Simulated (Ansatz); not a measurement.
**Si₄N (slab): density, localisation and related maps**

```yaml
crystal:
  lattice:
    - [3.83334, 0.00000, 0.00000]
    - [0.00000, 3.83334, 0.00000]
    - [0.00000, 0.00000, 21.10348]
  atoms:
    - { symbol: Si, position: [0.00000, 0.50000, 0.18954] }
    - { symbol: Si, position: [0.00000, 0.00000, 0.25376] }
    - { symbol: Si, position: [0.50000, 0.00000, 0.32071] }
    - { symbol: Si, position: [0.50000, 0.50000, 0.38399] }
    - { symbol: N, position: [0.62500, 0.75000, 0.52614] }
```

A point of a scan over the structure, not its minimum; not relaxed (largest force 0.4 eV/Å); PAW files of the earlier set (soft_1); spin-polarised.

Computed with DFT PBE+D3(BJ), scalar-relativistic, plane waves, PAW in Ansatz 0.2.0.

In a PAW calculation such maps are meaningful between the atoms, not at the nuclei.

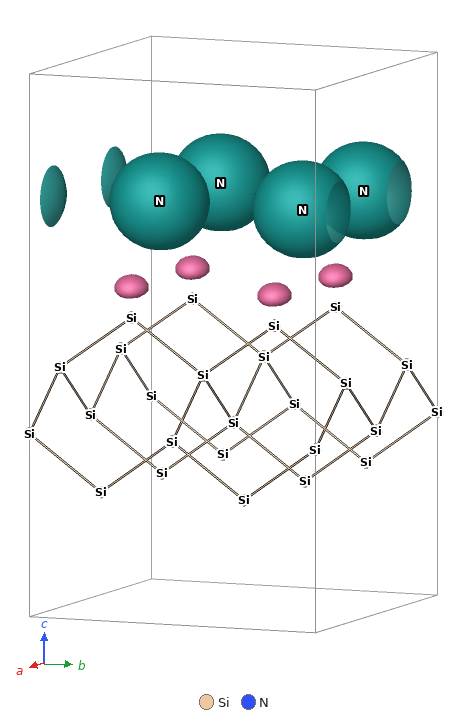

Figure 1. Isosurfaces of the spin density (up minus down) at +0.05 (teal) and −0.05 e/Å³ (pink), seen slightly off an axis. Sticks mark near contacts.

Q: Which atoms carry the moments, and with what signs?

A: The spin density sits on N: +2.7 μB in one cell of 5 atoms, with smaller moments on other sites: Si (up to −0.06 μB): a single local moment. The cell of the calculation (5 atoms) carries 2.6 μB of net spin moment.

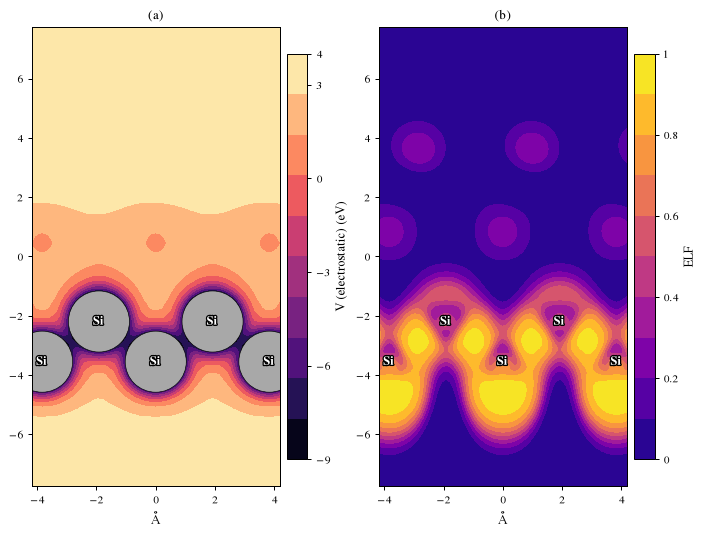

Figure 2. (a) electrostatic potential (local pseudopotential plus Hartree) felt by an electron; (b) electron localisation function on the (100) plane of the calculation cell, a cut from vacuum to vacuum. Grey discs cover the atomic cores in the potential map.

Q: What does the map show?

A: The section cuts through Si sites.
Si–Si (2.35 Å): the ELF peaks at about 0.95 between the atoms.
The ELF also peaks beside Si, away from the bonds: non-bonding electrons, paired or unpaired.
Outside the cores the potential energy rises away from the atoms and is highest in the vacuum; its zero is arbitrary.

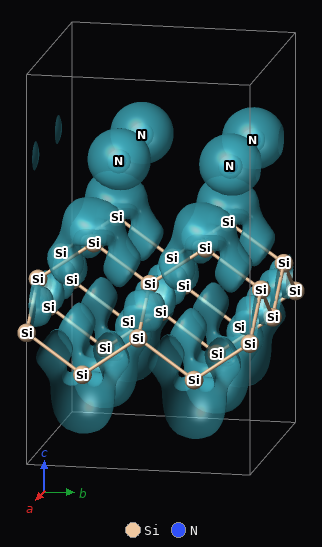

Figure 3. Isosurface of the ELF at 0.75 (cyan), seen slightly off an axis. Core shells and regions of very low density are left out. Sticks mark near contacts.

Q: What do the ELF domains correspond to?

A: At this value the surface marks out two regions between bonded Si–Si atoms, two regions on Si in which the atom's valence shell and bonds are merged and one region wrapped around N (its valence shell), counted in one cell of 5 atoms. Counts are for one cell; the picture repeats the cell along the surface. Along the contacts the grid gives the following. Si–Si (2.34 Å): the ELF peaks at about 0.95 between the atoms. Si–N (3.19 Å): the ELF peaks at about 0.95 in the valence shell of Si, 1.0 Å from its nucleus, and drops to about 0.15 between the two atoms.

Q: Does the calculation give a band gap?

A: It is metallic or semimetallic at this level of theory: no gap opens.
